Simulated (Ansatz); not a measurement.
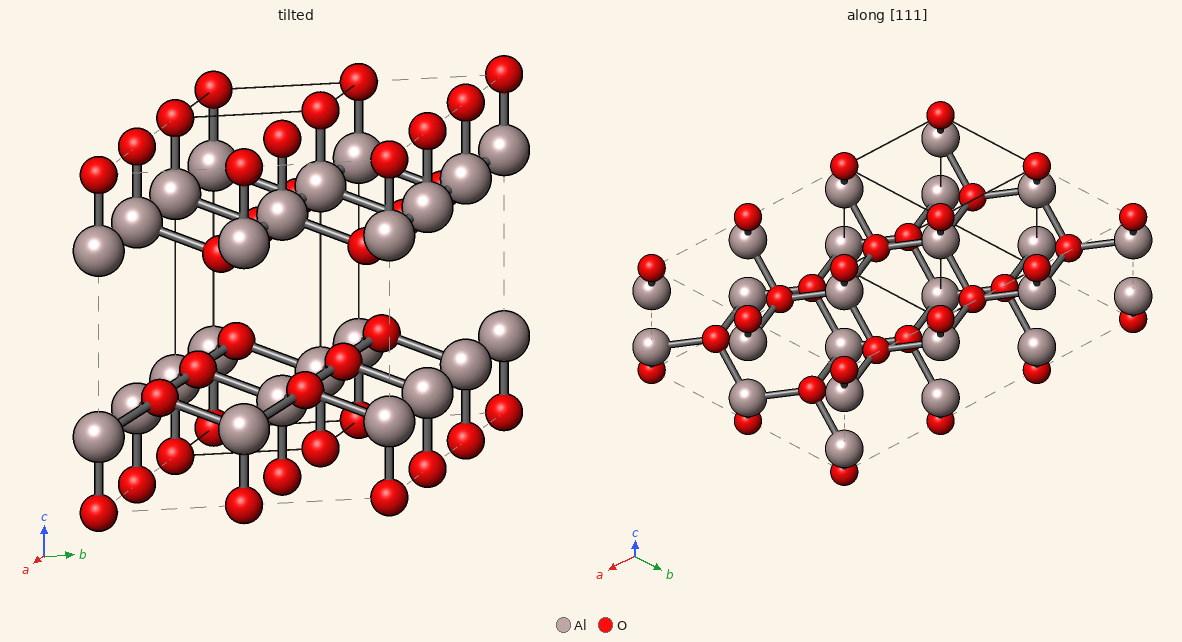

Shown here is a ball-and-stick view of the crystal, taken slightly off an axis and along [111]. Solid lines give the conventional unit cell, repeated here 3×2×1 times. Cell: a = 3.081 Å, b = 3.081 Å, c = 7.046 Å, α = 90.00°, β = 90.00°, γ = 120.00°.

- Chemical formula Al2O3.
- Its lattice is primitive hexagonal, its space group P-3m1 (No. 164).
- There are 5 atoms in the cell: 2 Al, 3 O.
- About every Al there are four O in a distorted tetrahedral arrangement at about 1.6 to 1.9 Å. O takes two kinds of site: 2d with three Al in a trigonal pyramidal arrangement at about 1.9 Å; 1a with two Al in a linear arrangement at about 1.6 Å.
- The bonds build Al2O3 layers parallel to (001).

The structure was taken from a structure listed in the Materials Project. The cell was then strained or its atoms displaced on purpose. It was the input of a calculation with Ansatz.

At this level of theory the cell isn't at rest (compressed, at 4 GPa and forces up to 3.8 eV/Å), so its distances can differ from those at equilibrium, the more so the softer the solid.
